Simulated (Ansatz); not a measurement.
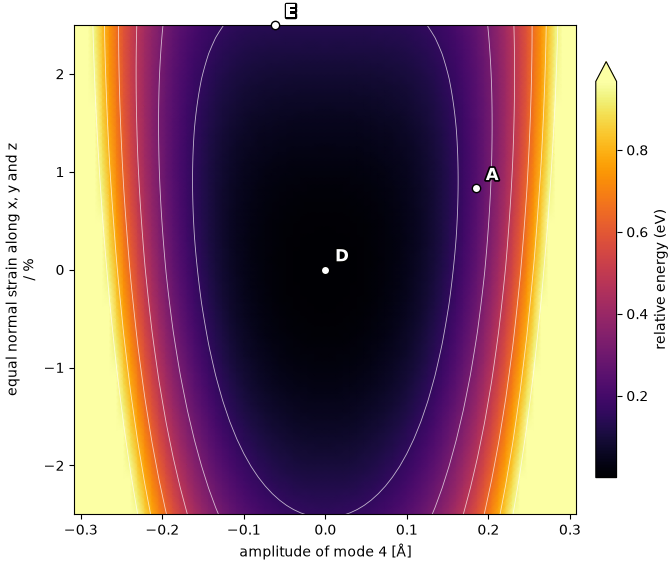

AlN (P6_3/mmc, No. 194; 4 atoms in the cell). 
- The energy is mapped over a normal mode and a strain (zone-centre modes of the 4-atom cell of this scan) (x along [1 0 0], y along [1 2 0], z along [0 0 1] of the conventional cell).
- First axis: amplitude of mode 4 (201 cm⁻¹), largest displacement in the unstrained cell. Second axis: equal normal strain along x, y and z.
- Nothing is relaxed (the pattern is fixed in fractional coordinates).
- The grid has 11 × 7 points; 42 points were computed and 35 follow by symmetry.
- Points are written as (first, second).
- Energies: eV per cell, counted from the lowest grid point.
- Computed with DFT PBE, scalar-relativistic, plane waves, PAW (Ansatz 0.2.0). Settings: cutoff 520 eV, k-mesh 9×9×6 in the order of the run's cell vectors, gaussian smearing 0.05 eV, no spin polarisation.

The picture shows a smooth colour map with a few white contour lines, one colour for all values above the top of the scale, lettered points. Between grid points the surface is interpolated.

What kind of point is each of A, D: minimum, saddle, maximum or slope?

A: on a slope; D: minimum. (In these two coordinates alone; a stationary point may lie a little off the grid point.)

Rank the lettered points by energy, lowest first.

D (0.00 eV), E (0.14 eV), A (0.24 eV).

PAW datasets: the set soft_1.
